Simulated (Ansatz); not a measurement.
# In₃P₄ (slab): what the fields show

Input file:

```
crystal:
  lattice:
    - [4.1565024009, 0.0, 0.0]
    - [0.0, 4.1565024009, 0.0]
    - [0.0, 0.0, 23.8172731011]
  atoms:
    - { symbol: P, position: [0.0, 0.5, 0.3148975102] }
    - { symbol: In, position: [0.5, 0.5, 0.3765983402] }
    - { symbol: P, position: [0.5, 0.0, 0.4382991701] }
    - { symbol: In, position: [0.0, 0.0, 0.5] }
    - { symbol: P, position: [0.0, 0.5, 0.5617008299] }
    - { symbol: In, position: [0.5, 0.5, 0.6234016598] }
    - { symbol: P, position: [0.5, 0.0, 0.6851024898] }
basis:
  ecutwfc: 420
kpoints:
  mp_grid: { grid: [8, 8, 1] }
hamiltonian:
  xc: pbesol
scf:
  occupations: { method: gaussian, width: 0.05 }
output:
  forces: true
  stress: true
  eigenvalues: true
  write_density: true
  write_potential: true
  elf: true
  volumetric_format: npy
efield:
  axis: 3
  dipole_correction: true
  ramp_width: 0.04
```

Command:

```sh
ansatz run input.yaml --threads 1 --pin off --max-ram 2560MiB --backend cpu --events-out ev --progress --plain --runs-dir out
```

Changed on purpose from its base cell (repeats removed: 1); not relaxed (largest force 0.4 eV/Å); computed without spin polarisation.

Method: DFT PBEsol, scalar-relativistic, plane waves, PAW in Ansatz 0.2.0.

The density is the valence pseudo-density of a PAW calculation; it isn't the true density close to the nuclei.

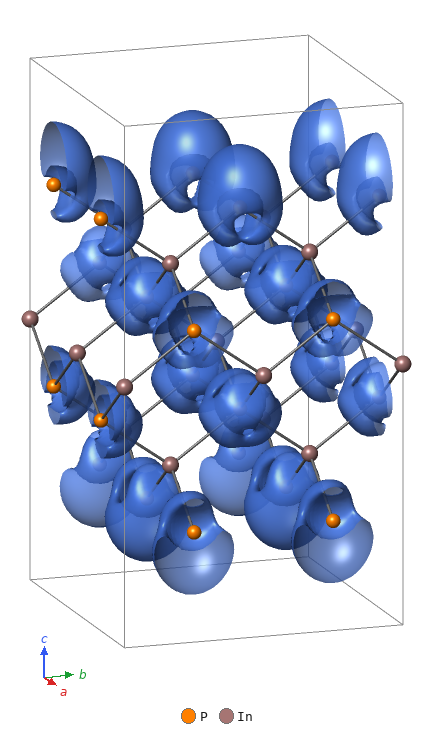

Figure 1. Isosurface of the ELF at 0.75 (blue), seen slightly off an axis. Core shells and regions of very low density are left out. Sticks mark near contacts.

> Where are the electrons localised?

The surface consists of four regions wrapped around P (the valence shell of each), counted in one cell of 7 atoms. Counts are for one cell; the picture repeats the cell along the surface. Along the contacts the grid gives the following. In–P (2.55 Å): the ELF peaks at about 0.90 in the valence shell of P, 0.8 Å from its nucleus, and is about 0.55 at the midpoint.

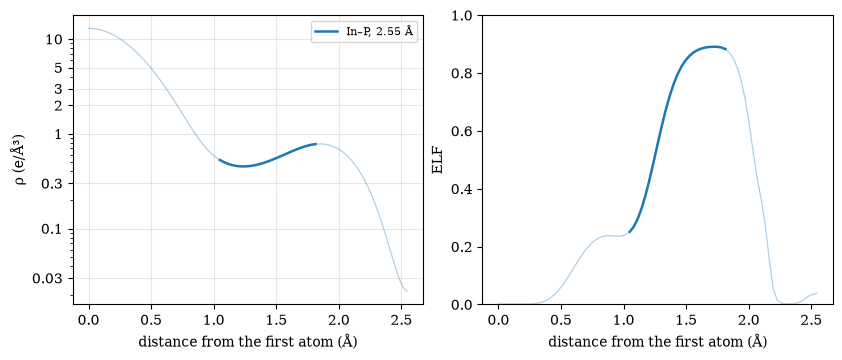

Figure 2. Valence electron density and ELF along straight lines between neighbouring atoms. Thin, pale parts lie inside the atomic spheres.

> What can be read from the curves?

In–P (2.55 Å): ρ is about 0.45 e/Å³ halfway; the ELF peaks at about 0.90 in the valence shell of P, 0.8 Å from its nucleus, and is about 0.55 at the midpoint.

> Does the calculation make it a metal, or give it a gap?

It is metallic or semimetallic at this level of theory: no gap opens.
